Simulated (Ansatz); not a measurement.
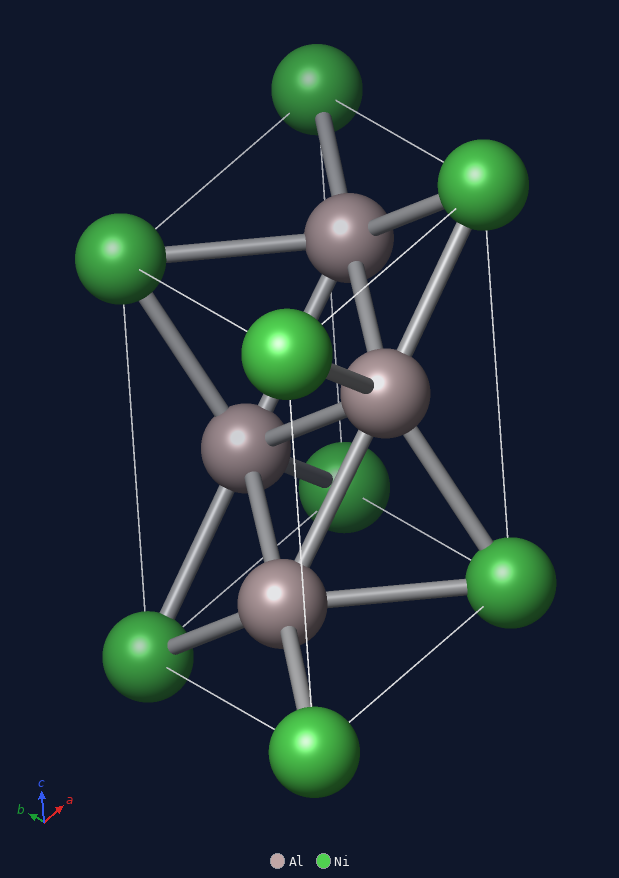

Crystal structure, ball-and-stick style, seen slightly off an axis. The frame is the cell (the run's own, in a reduced setting); atoms at its boundary are shown with their periodic copies.

```yaml
crystal:
  lattice:
    - [0.00000, 0.00000, 3.86783]
    - [-3.08003, 3.08003, 1.93392]
    - [-3.08003, -3.08003, 1.93392]
  atoms:
    - { symbol: Al, position: [0.60598, 0.18964, 0.59840] }
    - { symbol: Al, position: [0.79562, 0.59840, 0.81036] }
    - { symbol: Al, position: [0.20438, 0.40160, 0.18964] }
    - { symbol: Al, position: [0.39402, 0.81036, 0.40160] }
    - { symbol: Ni, position: [0.00000, 0.00000, 0.00000] }
```

Method used: Ansatz, DFT PBE, scalar-relativistic, plane waves, PAW. It ran with plane-wave cutoff 420 eV, k-points about 0.16 Å⁻¹ apart, Gaussian smearing of 0.1 eV, no spin polarisation (a spin-restricted run, not always the ground state).

How are the electrons shared out in a Bader analysis?

Answer. Al +0.28 e; Ni -1.12 e.

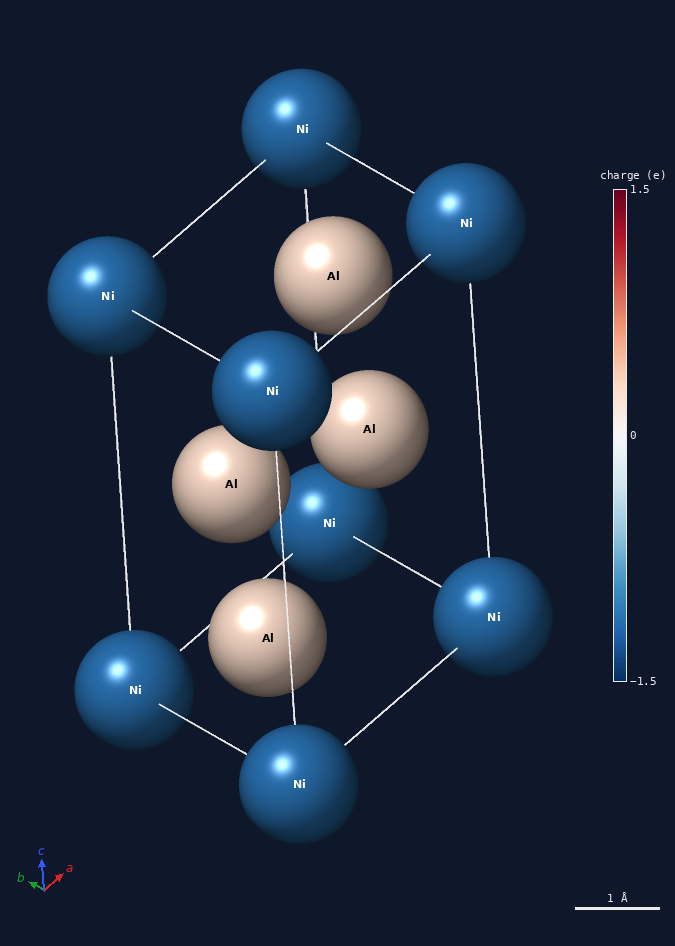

The atoms coloured by those charges.

The initial geometry was a structure type filled with these elements by a generator (whether the compound takes this form wasn't checked). Earlier steps of the study may have refined or changed the cell and positions. It was run through Ansatz as a DFT input.
